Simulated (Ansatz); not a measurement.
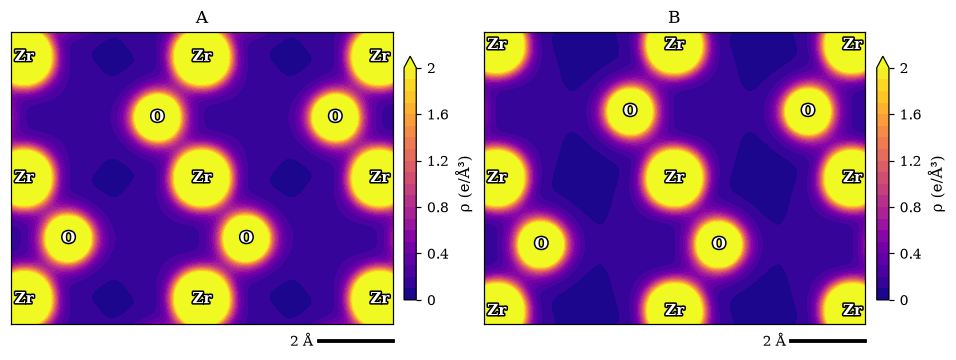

Zr₂O. The valence charge density (pseudo) of two cells that differ in size and shape, on the (101) plane of each (indices in the axes of the calculation cell), at one length scale and on one colour scale; one has 17.1 and the other 20.5 Å³ an atom.

Space group P4₂/nnm; a structure from a database of computed crystals, not necessarily the ambient phase.

All numbers below come from Ansatz 0.2.0, DFT PBEsol, scalar-relativistic, plane waves, PAW.

In a PAW calculation such maps are meaningful between the atoms, not at the nuclei.

The larger cell:

```
Zr O
1.0
     4.80029    0.00000    0.00000
     0.00000    4.80029    0.00000
     0.00000    0.00000    5.34032
Zr O
4 2
Direct
  0.25000 0.25000 0.75000
  0.75000 0.25000 0.25000
  0.25000 0.75000 0.25000
  0.75000 0.75000 0.75000
  0.00000 0.00000 0.00000
  0.50000 0.50000 0.50000
```

The smaller cell: a = 4.800 Å, b = 4.800 Å, c = 4.440 Å, α = 90.00°, β = 90.00°, γ = 90.00°.

Which panel shows the smaller cell, and what does the compression change?

Panel A is the smaller cell, by 17 % in volume. From the larger cell to the smaller, Zr–O goes from 2.16 to 2.03 Å, and the density at its midpoint from 0.58 to 0.8 e/Å³; the pressure goes from −12 to 12 GPa.
